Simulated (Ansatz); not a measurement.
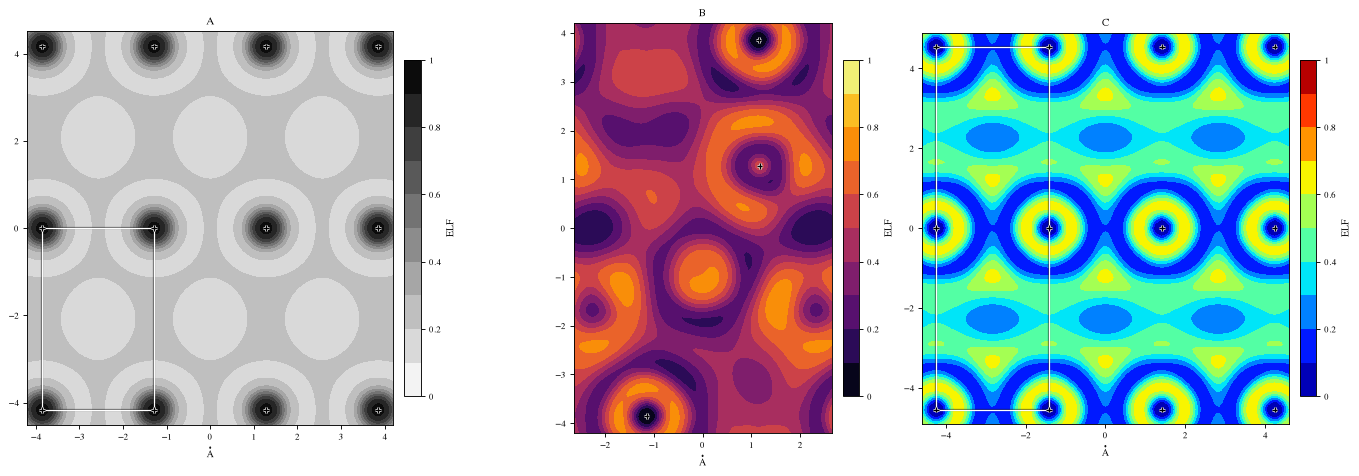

The electron localisation function of 3 systems, each on a plane through atoms (crosses mark nuclei in the plane).

These are results of Kohn-Sham DFT of a periodic cell, PBEsol, Ansatz PAW in Ansatz 0.2.0, not measurements.

System 1: Cu, the (100) plane of the conventional cell. Space group P6₃/mmc; a structure from a database of computed crystals, not necessarily the ambient phase; computed pressure about −7 GPa in this cell.

```
Cu
1.0
     2.56744    0.00000    0.00000
    -1.28372    2.22347    0.00000
     0.00000    0.00000    4.16669
Cu
2
Direct
  0.66667 0.33333 0.75000
  0.33333 0.66667 0.25000
```

System 2: Ti, the (11̄0) plane of the standardised cell. Space group P2/m; a structure from a database of computed crystals, not necessarily the ambient phase; computed pressure about −4 GPa in this cell.

System 3: Si$_{2}$W, the (101) plane of the conventional cell. Space group P6₂22; a structure from a database of computed crystals, not necessarily the ambient phase.

```
W Si
1.0
     4.58587    0.00000    0.00000
    -2.29293    3.97148    0.00000
     0.00000    0.00000    6.60857
W Si
3 6
Direct
  0.50000 0.00000 0.50000
  0.50000 0.50000 0.83333
  0.00000 0.50000 0.16667
  0.32725 0.16363 0.16667
  0.83637 0.16363 0.83333
  0.16363 0.32725 0.50000
  0.67275 0.83637 0.16667
  0.16363 0.83637 0.83333
  0.83637 0.67275 0.50000
```

Q: Which map belongs to which system?

A: Panel A is system 1, Cu: the plane holds Cu. Cu–Cu (2.57 Å): the ELF is about 0.20 at the midpoint; no shared electron pair shows on this line. Panel B is system 3, Si$_{2}$W: the plane holds W and Si. Si–W (2.58 Å): the ELF peaks at about 0.75 in the valence shell of Si, 0.9 Å from its nucleus, and is about 0.45 at the midpoint. Panel C is system 2, Ti: the plane holds Ti. Ti–Ti (2.83 Å): the ELF is about 0.20 at the midpoint: no shared electron pair shows on this line.
